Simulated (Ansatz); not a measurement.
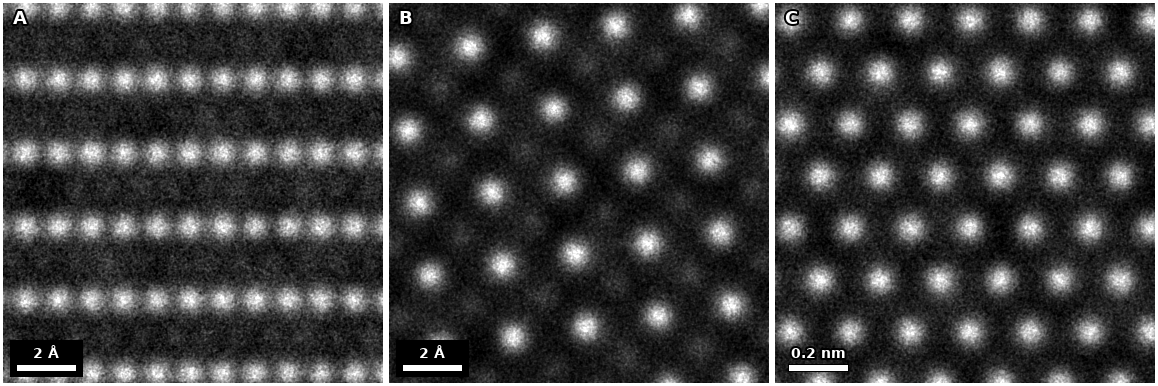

Three views of HfC (F-43m, No. 216) along different zone axes. Simulated as the projected potential of neutral atoms (B = 0.5 Å²) blurred by a 0.51 Å probe, the thin-sample limit of integrated differential phase contrast. Shot noise and the speckle of an amorphous layer were added. Structure: a calculation's starting geometry; the starting structure was generated, so it need not be a known form of this composition.

```cif
data_structure
_symmetry_space_group_name_H-M 'F-43m'
_symmetry_Int_Tables_number 216
_cell_length_a 5.0253
_cell_length_b 5.0253
_cell_length_c 5.0253
_cell_angle_alpha 90.000
_cell_angle_beta 90.000
_cell_angle_gamma 90.000
_cell_volume 126.91
loop_
_atom_site_label
_atom_site_type_symbol
_atom_site_symmetry_multiplicity
_atom_site_Wyckoff_symbol
_atom_site_fract_x
_atom_site_fract_y
_atom_site_fract_z
_atom_site_occupancy
Hf1 Hf 4 a 0.00000 0.00000 0.00000 1
C1 C 4 d 0.25000 0.25000 0.75000 1
```

Match the panels to the zone axes [001], [111] and [210].

A is [210]: projected cell 1.12 × 2.51 Å, 90°, plane group p2mm. B is [001]: projected cell 2.51 × 2.51 Å, 90°, plane group p4mm. C is [111]: projected cell 2.05 × 2.05 Å, 120°, plane group p6mm.
